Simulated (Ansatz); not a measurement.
# Ruthenium, hcp under RPBE: ground state and equation of state, part 2 of 2

What does RPBE give for ruthenium in the hcp structure? We relax it, solve it on a dense k-mesh, switch on spin-orbit coupling, then scale the cell to 7 volumes from 88 to 112 % of the relaxed one and try a fit of the equation of state. The start is ferromagnetic. The k-meshes are 13×13×8 for the relaxation; 22×22×12 for the dense run; 13×13×7 for spin-orbit coupling; 22×22×12 for the volumes. It starts from a deposited cell (COD).

Ansatz 0.2.0; DFT, RPBE, plane waves (420 eV) with PAW, scalar-relativistic. Earlier steps stand in the parts before.

### 8 Equation of state: 100 %

The input, input.yaml:

```yaml
crystal:
  lattice:
    - [2.7370095373, 0.0, 0.0]
    - [-1.3685047686, 2.3703197897, 0.0]
    - [0.0, 0.0, 4.3056799152]
  atoms:
    - { symbol: Ru, position: [0.3333333333, 0.6666666667, 0.25], spin: 1.0 }
    - { symbol: Ru, position: [0.6666666667, 0.3333333333, 0.75], spin: 1.0 }
hamiltonian:
  xc: rpbe
  pseudopotentials:
    kind: paw
    azcp:
      Ru: "pseudopotentials/Ru.paw.azcp"
basis:
  ecutwfc: 420
  fft_grid_basis: typed
kpoints:
  mp_grid: { grid: [22, 22, 12], shift: [0, 0, 0] }
magnetization:
  spin_polarized: true
scf:
  occupations: { method: fermi_dirac, width: 0.05 }
output:
  stress: true
```

Output, shortened:

```text
Warning: RAYON_NUM_THREADS=4 ignored (pool sized by the plan → 4); use --threads N
[...]
Pseudopotentials: kind: paw
Pseudopotential: Ru, paw, valence charge 16, recommended cutoff 420 eV (normal), <dir>
Functional definition: RPBE
[...]
Crystal: 2 atoms, lattice volume = 27.933 Å³
Basis set: ecut = 420 eV, 537 PW (Γ)
Bands: 21, of which v1, the nominal top of the filled ones, is band 16 counted from 1 (15 counted from 0)
Symmetry: 24 space group operations
Space group: P63/mmc (ITA 194), of the structure as read, at distance tolerance 3.0e-5 Å
Magnetic group: BNS 194.263 (UNI 1493), of the structure as read, at distance tolerance 3.0e-5 Å
k-points: 364 of 5808
[...]
Starting moments: Σ|m| = 2 μB on 2 of 2 sites
[...]
SCF iter   1: F=—  HF=-11774.195962 eV  |F-HF|=—  |Δ(HF+E_count)|=         —  Δρ=1.01e-1 (↑1.01e-1 ↓4.08e-2)  dr2=3.80e0  dr2_m=6.30e-1  M=0.140 μB ∫|m|=0.140 μB  β_m=0.30  ethr=3.10e-3  ⟨swp⟩=5.1  Hψ=60812  notcnv=0
[...]
SCF iter   9: F=-11771.967292 eV  HF=-11771.967292 eV  |F-HF|=7.28e-12  |Δ(HF+E_count)|=  3.46e-11  Δρ=1.39e-7 (↑9.96e-8 ↓1.39e-7)  dr2=1.12e-11  dr2_m=7.31e-13  M=0.000 μB ∫|m|=0.000 μB  ethr=1.00e-12  ⟨swp⟩=1.5  Hψ=40088  notcnv=0
[...]
WARN: the starting moments were not kept: the SCF closed with an absolute magnetisation of 8.5e-7 μB, where they sum to 2 μB in size (2 sites). That is at most 0.1 of that sum. Measured as dr2_m measures the in/out step, that magnetisation stands 1.2e-13 eV from none, at or under the [...]
SCF converged after 9 iterations
Magnetization: 0.0000 μB (16.0000 up, 16.0000 down)
Absolute magnetization: 0.0000 μB (∫|ρ↑−ρ↓|, with the PAW one-centre terms)
Spin contamination: 0.0000 ħ² per cell (⟨S²⟩ above its minimum at these occupations)
Per-site moments (μB) at R_I (Å): [(-1.041503469073494e-7, 1.1015985012462206), (-1.0415034678720274e-7, 1.1015985012462206)]
Free energy (F): -11771.967292 eV
[...]
E sigma→0 (E₀):  -11771.961169 eV
Entropy (-TS):   -0.012246 eV (-6.123 meV/atom)
Fermi energy:    22.801301 eV
[...]
--- Stress (GPa, compression-positive) ---
       -0.370085       0.000000       0.000000
       -0.000000      -0.370085       0.000000
        0.000000       0.000000       0.688775
  P = ⅓ Tr σ = -0.0171 GPa (-0.171 kbar)
```

Run time: 6.6 s. Hardware: 4 threads of an Arm CPU, shared host; peak memory 0.55 GiB.

### 9 Equation of state: 104 %

input.yaml: that of step 8 with these lines changed.

```diff
@@ -2,5 +2,5 @@
   lattice:
-    - [2.7370095373, 0.0, 0.0]
-    - [-1.3685047686, 2.3703197897, 0.0]
-    - [0.0, 0.0, 4.3056799152]
+    - [2.773026951, 0.0, 0.0]
+    - [-1.3865134755, 2.401511785, 0.0]
+    - [0.0, 0.0, 4.3623400959]
   atoms:
```

Output, shortened:

```text
Warning: RAYON_NUM_THREADS=4 ignored (pool sized by the plan → 4); use --threads N
[...]
[... 3 set-up lines as earlier in the session ...]
[...]
Crystal: 2 atoms, lattice volume = 29.051 Å³
Basis set: ecut = 420 eV, 579 PW (Γ)
Bands: 21, of which v1, the nominal top of the filled ones, is band 16 counted from 1 (15 counted from 0)
[... 1 set-up line as earlier in the session ...]
Space group: P63/mmc (ITA 194), of the structure as read, at distance tolerance 3.1e-5 Å
Magnetic group: BNS 194.263 (UNI 1493), of the structure as read, at distance tolerance 3.1e-5 Å
k-points: 364 of 5808
[...]
Starting moments: Σ|m| = 2 μB on 2 of 2 sites
[...]
SCF iter   1: F=—  HF=-11774.014852 eV  |F-HF|=—  |Δ(HF+E_count)|=         —  Δρ=9.84e-2 (↑9.84e-2 ↓3.91e-2)  dr2=3.87e0  dr2_m=6.19e-1  M=0.149 μB ∫|m|=0.149 μB  β_m=0.30  ethr=3.10e-3  ⟨swp⟩=5.1  Hψ=60611  notcnv=0
[...]
SCF iter   9: F=-11771.929011 eV  HF=-11771.929011 eV  |F-HF|=1.27e-11  |Δ(HF+E_count)|=  5.77e-10  Δρ=1.80e-7 (↑1.42e-7 ↓1.80e-7)  dr2=2.12e-11  dr2_m=9.95e-13  M=0.000 μB ∫|m|=0.000 μB  ethr=1.00e-12  ⟨swp⟩=1.0  Hψ=45778  notcnv=0
[...]
WARN: the starting moments were not kept: the SCF closed with an absolute magnetisation of 8.7e-7 μB, where they sum to 2 μB in size (2 sites). That is at most 0.1 of that sum. Measured as dr2_m measures the in/out step, that magnetisation stands 1.1e-13 eV from none, at or under the [...]
SCF converged after 9 iterations
Magnetization: 0.0000 μB (16.0000 up, 16.0000 down)
Absolute magnetization: 0.0000 μB (∫|ρ↑−ρ↓|, with the PAW one-centre terms)
Spin contamination: 0.0000 ħ² per cell (⟨S²⟩ above its minimum at these occupations)
Per-site moments (μB) at R_I (Å): [(4.165314203903245e-8, 1.1160948807637985), (4.165314199907483e-8, 1.1160948807637985)]
Free energy (F): -11771.929011 eV
[...]
E sigma→0 (E₀):  -11771.922449 eV
Entropy (-TS):   -0.013125 eV (-6.563 meV/atom)
Fermi energy:    21.721014 eV
[...]
--- Stress (GPa, compression-positive) ---
      -10.616134       0.000000       0.000000
        0.000000     -10.616134       0.000000
        0.000000       0.000000     -10.399668
  P = ⅓ Tr σ = -10.5440 GPa (-105.440 kbar)
```

Run time: 7.4 s. Hardware: 4 threads of an Arm CPU, shared host; peak memory 0.56 GiB.

### 10 Equation of state: 108 %

input.yaml: that of step 9 with these lines changed.

```diff
@@ -2,5 +2,5 @@
   lattice:
-    - [2.773026951, 0.0, 0.0]
-    - [-1.3865134755, 2.401511785, 0.0]
-    - [0.0, 0.0, 4.3623400959]
+    - [2.8081322847, 0.0, 0.0]
+    - [-1.4040661423, 2.4319138958, 0.0]
+    - [0.0, 0.0, 4.4175654534]
   atoms:
```

Output, shortened:

```text
Warning: RAYON_NUM_THREADS=4 ignored (pool sized by the plan → 4); use --threads N
[...]
[... 3 set-up lines as earlier in the session ...]
[...]
Crystal: 2 atoms, lattice volume = 30.168 Å³
Basis set: ecut = 420 eV, 591 PW (Γ)
Bands: 21, of which v1, the nominal top of the filled ones, is band 16 counted from 1 (15 counted from 0)
[... 2 set-up lines as earlier in the session ...]
Magnetic group: BNS 194.263 (UNI 1493), of the structure as read, at distance tolerance 3.1e-5 Å
k-points: 364 of 5808
[...]
Starting moments: Σ|m| = 2 μB on 2 of 2 sites
[...]
SCF iter   1: F=—  HF=-11773.764320 eV  |F-HF|=—  |Δ(HF+E_count)|=         —  Δρ=9.61e-2 (↑9.61e-2 ↓3.75e-2)  dr2=3.92e0  dr2_m=6.08e-1  M=0.159 μB ∫|m|=0.159 μB  β_m=0.30  ethr=3.10e-3  ⟨swp⟩=5.1  Hψ=60234  notcnv=0
[...]
SCF iter   9: F=-11771.825455 eV  HF=-11771.825455 eV  |F-HF|=3.09e-11  |Δ(HF+E_count)|=  7.66e-10  Δρ=2.28e-7 (↑2.28e-7 ↓1.89e-7)  dr2=3.75e-11  dr2_m=1.52e-12  M=0.000 μB ∫|m|=0.000 μB  ethr=1.17e-12  ⟨swp⟩=1.1  Hψ=45901  notcnv=0
[...]
WARN: the starting moments were not kept: the SCF closed with an absolute magnetisation of 1.6e-6 μB, where they sum to 2 μB in size (2 sites). That is at most 0.1 of that sum. Measured as dr2_m measures the in/out step, that magnetisation stands 4.3e-13 eV from none, at or under the [...]
SCF converged after 9 iterations
Magnetization: 0.0000 μB (16.0000 up, 16.0000 down)
Absolute magnetization: 0.0000 μB (∫|ρ↑−ρ↓|, with the PAW one-centre terms)
Spin contamination: 0.0000 ħ² per cell (⟨S²⟩ above its minimum at these occupations)
Per-site moments (μB) at R_I (Å): [(4.7484312922863103e-7, 1.1302241640037627), (4.748431293706098e-7, 1.1302241640037627)]
Free energy (F): -11771.825455 eV
[...]
E sigma→0 (E₀):  -11771.818422 eV
Entropy (-TS):   -0.014066 eV (-7.033 meV/atom)
Fermi energy:    20.719766 eV
[...]
--- Stress (GPa, compression-positive) ---
      -18.664850       0.000000       0.000000
        0.000000     -18.664850      -0.000000
        0.000000      -0.000000     -19.129069
  P = ⅓ Tr σ = -18.8196 GPa (-188.196 kbar)
```

It took 7.5 s on 4 threads of an Arm CPU, shared host; peak memory 0.57 GiB.

### 11 Equation of state: 112 %

input.yaml: that of step 10 with these lines changed.

```diff
@@ -2,5 +2,5 @@
   lattice:
-    - [2.8081322847, 0.0, 0.0]
-    - [-1.4040661423, 2.4319138958, 0.0]
-    - [0.0, 0.0, 4.4175654534]
+    - [2.8423811758, 0.0, 0.0]
+    - [-1.4211905879, 2.4615743055, 0.0]
+    - [0.0, 0.0, 4.4714435128]
   atoms:
```

Output, shortened:

```text
Warning: RAYON_NUM_THREADS=4 ignored (pool sized by the plan → 4); use --threads N
[...]
[... 3 set-up lines as earlier in the session ...]
[...]
Crystal: 2 atoms, lattice volume = 31.285 Å³
Basis set: ecut = 420 eV, 615 PW (Γ)
Bands: 21, of which v1, the nominal top of the filled ones, is band 16 counted from 1 (15 counted from 0)
[... 1 set-up line as earlier in the session ...]
Space group: P63/mmc (ITA 194), of the structure as read, at distance tolerance 3.2e-5 Å
Magnetic group: BNS 194.263 (UNI 1493), of the structure as read, at distance tolerance 3.2e-5 Å
k-points: 364 of 5808
[...]
Starting moments: Σ|m| = 2 μB on 2 of 2 sites
[...]
SCF iter   1: F=—  HF=-11773.463425 eV  |F-HF|=—  |Δ(HF+E_count)|=         —  Δρ=9.38e-2 (↑9.38e-2 ↓3.59e-2)  dr2=3.94e0  dr2_m=5.97e-1  M=0.170 μB ∫|m|=0.170 μB  β_m=0.30  ethr=3.10e-3  ⟨swp⟩=5.1  Hψ=59988  notcnv=0
[...]
SCF iter   9: F=-11771.670716 eV  HF=-11771.670716 eV  |F-HF|=7.28e-12  |Δ(HF+E_count)|=   4.25e-9  Δρ=2.31e-7 (↑2.31e-7 ↓1.89e-7)  dr2=3.81e-11  dr2_m=3.20e-12  M=0.000 μB ∫|m|=0.000 μB  ethr=4.79e-12  ⟨swp⟩=1.0  Hψ=45078  notcnv=0
[...]
WARN: the starting moments were not kept: the SCF closed with an absolute magnetisation of 2.7e-6 μB, where they sum to 2 μB in size (2 sites). That is at most 0.1 of that sum. Measured as dr2_m measures the in/out step, that magnetisation stands 1.2e-12 eV from none, at or under the [...]
SCF converged after 9 iterations
Magnetization: 0.0000 μB (16.0000 up, 16.0000 down)
Absolute magnetization: 0.0000 μB (∫|ρ↑−ρ↓|, with the PAW one-centre terms)
Spin contamination: 0.0000 ħ² per cell (⟨S²⟩ above its minimum at these occupations)
Per-site moments (μB) at R_I (Å): [(7.434467700951006e-7, 1.1440087440590463), (7.434467704297804e-7, 1.1440087440590463)]
Free energy (F): -11771.670716 eV
[...]
E sigma→0 (E₀):  -11771.663183 eV
Entropy (-TS):   -0.015065 eV (-7.532 meV/atom)
Fermi energy:    19.789410 eV
[...]
--- Stress (GPa, compression-positive) ---
      -24.950100      -0.000000       0.000000
        0.000000     -24.950100       0.000000
        0.000000       0.000000     -25.964859
  P = ⅓ Tr σ = -25.2884 GPa (-252.884 kbar)
```

Run time: 7.6 s. Hardware: 4 threads of an Arm CPU, shared host; peak memory 0.58 GiB.

### 12 Energy and pressure against volume

All volumes keep the relaxed shape and fractional coordinates.

```
V (Å³/atom)  E − E₀ (meV/atom)  P from the stress (GPa)  P from the fit (GPa)
     12.291              237.4                    51.51                 51.57
     12.849               96.6                    30.19                 30.12
     13.408               22.0                    13.32                 13.24
     13.967               -0.1                    -0.02                 -0.07
     14.525               19.3                   -10.54                -10.58
     15.084               71.3                   -18.82                -18.89
     15.643              148.9                   -25.29                -25.43
```

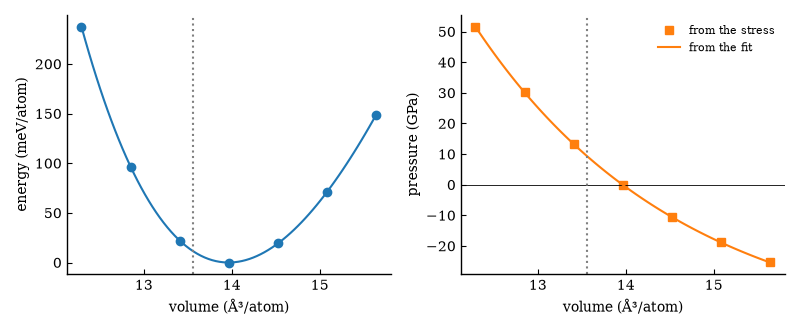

Energy and pressure against volume; the lines are the Birch-Murnaghan fit; the dotted line marks the deposited volume.

Fit (Birch-Murnaghan, third order): V₀ = 13.963 Å³/atom, B₀ = 295 GPa, B₀′ = 4.9, largest residual 0.07 meV/atom.

The fit is made to E(σ → 0), while the stress belongs to the free energy F; that is one source of the offset between the two pressures.

### 13 Results

What follows sums up all 2 parts.

| quantity | value |
| --- | --- |
| space group (spins left aside) | P6_3/mmc (No. 194) |
| conventional cell | a = 2.737 Å, c = 4.306 Å (c/a = 1.573) |
| volume | 13.967 Å³/atom |
| shortest distance | 2.671 Å |
| against the deposited volume | +3.0 % (13.555 Å³/atom) |
| gap on the mesh | none (levels filled in part) |
| magnetic state | non-magnetic |
| V₀, B₀, B₀′ | 13.963 Å³/atom, 295 GPa, 4.9 |

In words: The relaxed volume lies 3.0 % above the deposited cell. This functional tends to bind solids too weakly. Zero-point motion and any thermal expansion in the deposited cell, which the calculation lacks, would widen the miss. The moments die out: the run ends non-magnetic. Levels at the Fermi energy are filled in part, as in a metal. Totals with and without spin-orbit coupling (-1.6 eV/atom apart) can't be read as binding, since the two-component data shift the zero of energy. The fitted modulus is 295 GPa, among the stiffest elements; letting shape and positions relax at each volume could only lower it.
